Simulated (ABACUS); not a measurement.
**A series of single points on W**

System: W (1 atom in the cell).
Method: Kohn-Sham DFT of a periodic cell, PBE, PseudoDojo NC SR 0.4.1 PBE standard, no spin polarisation (ABACUS 3.10.1).

The 7 runs differ only in the geometry, by an even scaling of the cell at fixed fractional positions. The structure derives from an entry of the Crystallography Open Database.

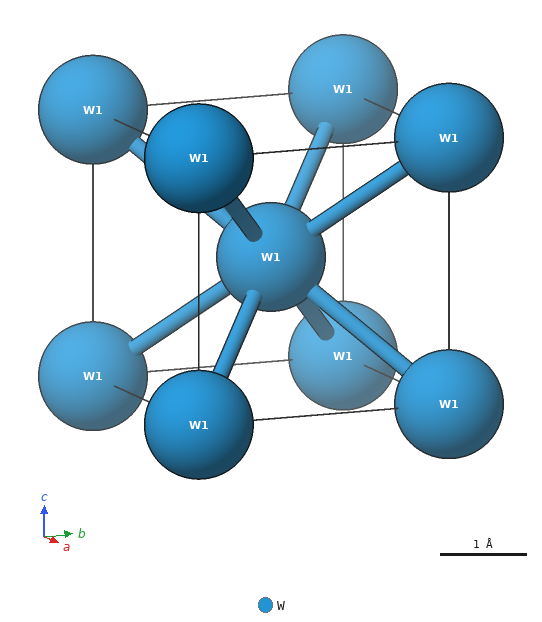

Figure 1. The structure of run 4 (ball-and-stick view of the cell 2 times as large as that of the calculation, set on its symmetry axes, seen slightly off an axis; atoms are numbered from 1 in the order of the input).

### Input file of run 4
```
INPUT_PARAMETERS
suffix              W
calculation         scf
basis_type          pw
pseudo_dir          ./
symmetry            1
dft_functional      pbe
ecutwfc             74
pseudo_rcut         10
nspin               1
nbands              11
ks_solver           dav
smearing_method     fd
smearing_sigma      0.00367493
scf_thr             1e-08
scf_nmax            100
mixing_type         broyden
mixing_beta         0.7
cal_force           1
cal_stress          1
kpar                4
```

### File STRU of run 4
```
ATOMIC_SPECIES
W 183.8400 W.upf

LATTICE_CONSTANT
1.8897261246

LATTICE_VECTORS
-1.5823450000 1.5823450000 1.5823450000
1.5823450000 -1.5823450000 1.5823450000
1.5823450000 1.5823450000 -1.5823450000

ATOMIC_POSITIONS
Direct

W
0.0
1
0.0000000000 0.0000000000 0.0000000000 1 1 1
```

### File KPT of run 4
```
K_POINTS
0
Gamma
12 12 12 0 0 0
```

Command:
```bash
OMP_NUM_THREADS=1 mpirun -np 4 abacus > log
```

Run 5 differs from it as follows:
```diff
--1.5823450000 1.5823450000 1.5823450000
-1.5823450000 -1.5823450000 1.5823450000
-1.5823450000 1.5823450000 -1.5823450000
+-1.5928244114 1.5928244114 1.5928244114
+1.5928244114 -1.5928244114 1.5928244114
+1.5928244114 1.5928244114 -1.5928244114
```

### Results, with one run withheld

| run | volume per atom (Å³) | free energy per atom, from the lowest run given (meV) | pressure (GPa) |
| --- | --- | --- | --- |
| 1 | 14.897 | 99.15 | 28.44 |
| 2 | 15.214 | 51.05 | 20.23 |
| 3 | 15.531 | 18.47 | 12.76 |
| 4 | 15.848 | 0.00 | 5.97 |
| 5 | 16.165 | ? | ? |
| 6 | 16.482 | 0.37 | −5.83 |
| 7 | 16.798 | 17.00 | −10.99 |

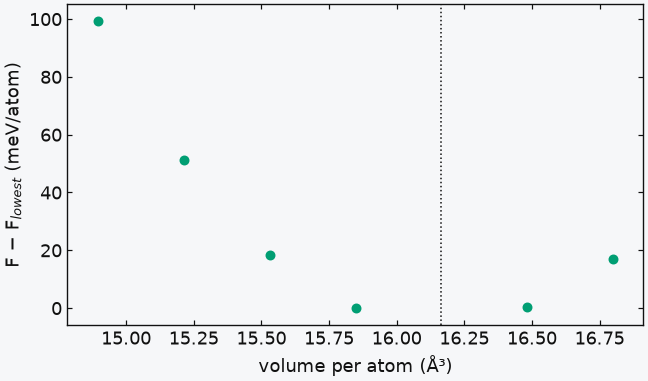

Figure 2. Free energy per atom of the runs given; the dotted line marks run 5.

Fit the runs given and predict run 5.

A cubic polynomial in V^(−2/3) (the Birch–Murnaghan form), fitted to the 6 runs given, misses them by at most 0.01 meV per atom. With x = V^(−2/3) − 0.15901 Å⁻², it reads F = 3.2452 + 7044.1 x + 1.3896e+06 x² − 1.0497e+06 x³ (meV per atom). At run 5 it gives −5.66 meV per atom, and the run itself gives −5.65. The slope of the fit gives a pressure −dF/dV of −0.19 GPa there, and the run prints −0.21 GPa. The fit has its minimum at 16.155 Å³ per atom, where V d²F/dV² gives 302 GPa: the bulk modulus at this level, since symmetry fixes the shape and the positions.

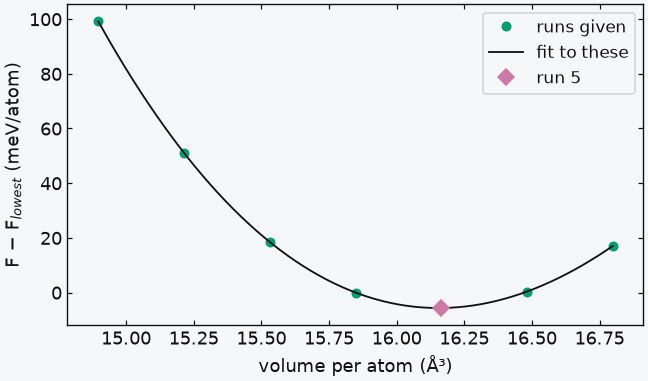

Figure 3. The fit and the withheld run.

### Some lines of the output (run 5)
```
[...]
                          Volume (Bohr^3) = 109.084
                             Volume (A^3) = 16.1645
 E_Fermi        1.6467923474         22.4057593471
 E_Fermi        1.6130050169         21.9460591318
 E_Fermi        1.6135633293         21.9536553617
 E_Fermi        1.6131967707         21.9486680766
 E_Fermi        1.6131439357         21.9479492193
 E_KS(sigma->0) -151.7059710115      -2064.0656263796
 E_Fermi        1.6131235152         21.9476713841
 final etot is -2064.0678426 eV
 EFERMI = 21.947671384 eV
 TOTAL-PRESSURE: -2.102735 KBAR
 !FINAL_ETOT_IS -2064.0678425657811204 eV
```

Notes: Spin–orbit coupling is left out, which matters for W.
